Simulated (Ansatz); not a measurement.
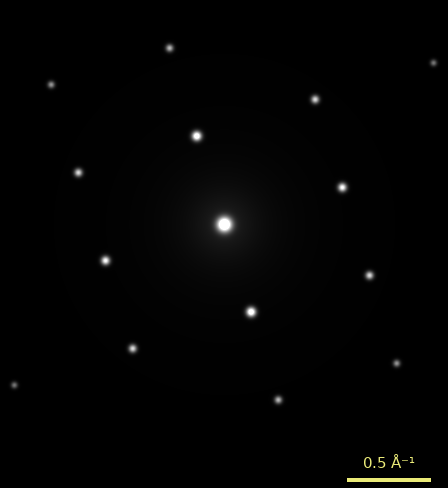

Kinematic zone-axis pattern, calculated for 200 keV electrons with B = 0.8 Å².

Candidate phases (model or computed cells):
A. Sn, space group P6_3/mmc (No. 194), a = 3.49 Å, c = 5.80 Å (hexagonal axes)
B. Ir, space group Pm-3n (No. 223), a = 5.032 Å
C. Ir, space group Cmcm (No. 63), a = 2.68 Å, b = 6.54 Å, c = 3.60 Å
D. Ir, space group Pm-3n (No. 223), a = 4.97 Å

Identify the phase and the zone axis.

Answer. Candidate C (Ir), along [010]. The spots form a rectangular net whose two shortest vectors correspond to d = 1.80 Å and 1.34 Å, 90.0° apart. They index as 0 0 2 and 2 0 0; no zone of the other candidates with indices up to 3 has this net. Some points of the net are extinct or too weak to see.
